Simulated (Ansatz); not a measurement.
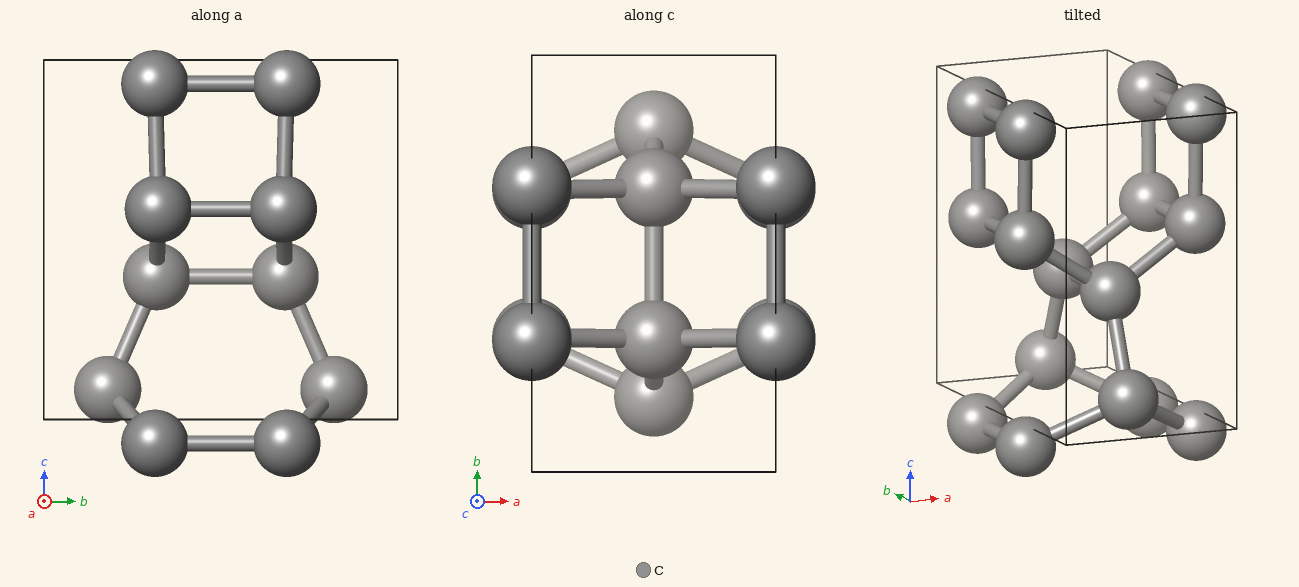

An orthographic ball-and-stick view of the structure, along the a axis, along the c axis and slightly off an axis. Thin lines show the conventional unit cell, with boundary atoms drawn in all their periodic places.

Unit-cell dimensions: a = 2.568 Å, b = 4.387 Å, c = 4.459 Å, α = 90.00°, β = 90.00°, γ = 90.00°.

Bond cut-offs: C–C up to 1.76 Å (cut-off distances).

> How many atoms does the cell contain?

8 (carbon), counting shared atoms by their share.

> Which of the 230 space groups is it?

Pmm2 (No. 25), with C on 2h, C on 2h, C on 2g and C on 2g.

> Which atoms are bonded to C?

Four C at about 1.5 to 1.6 Å.

> Is the bonded network molecular, chain-like, layered or three-dimensional?

The bonds build a three-dimensional framework.

Origin of the cell: a textbook structure type filled with this element (whether it is the usual form wasn't checked). A relaxation with DFT PBE, scalar-relativistic, plane waves, PAW in Ansatz 0.2.0 gave the geometry drawn.
